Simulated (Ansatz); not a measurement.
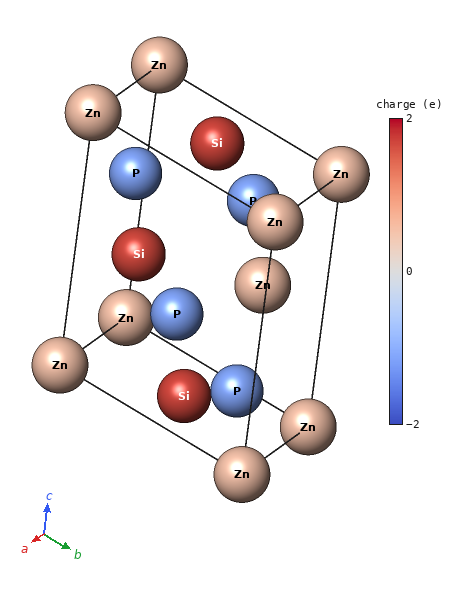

Structure drawing (spheres-only), viewed slightly off an axis. One cell (the run's own, in a reduced setting) is framed, with atoms on its boundary repeated. The atoms of this ZnSiP₂ cell are coloured by their Bader charge.

The calculation used DFT LDA, scalar-relativistic, plane waves, PAW (Ansatz 0.2.0), with a 420 eV plane-wave basis, k-points about 0.21 Å⁻¹ apart, Gaussian smearing of 0.02 eV, no spin polarisation.

Question: Which atoms are positive and which negative?

Answer: Most positive: Si; most negative: P. Charges: about Zn +0.5 e; Si +1.7 e; P -1.1 e. The transfer is large, as in an ionic solid.

The structure comes from a structure listed in the Materials Project. Earlier steps of the study may have refined or changed the cell and positions. It was run through Ansatz as a DFT input.

At this level of theory the cell isn't at rest (stretched, at -5 GPa), so its distances can differ from those at equilibrium, the more so the softer the solid.
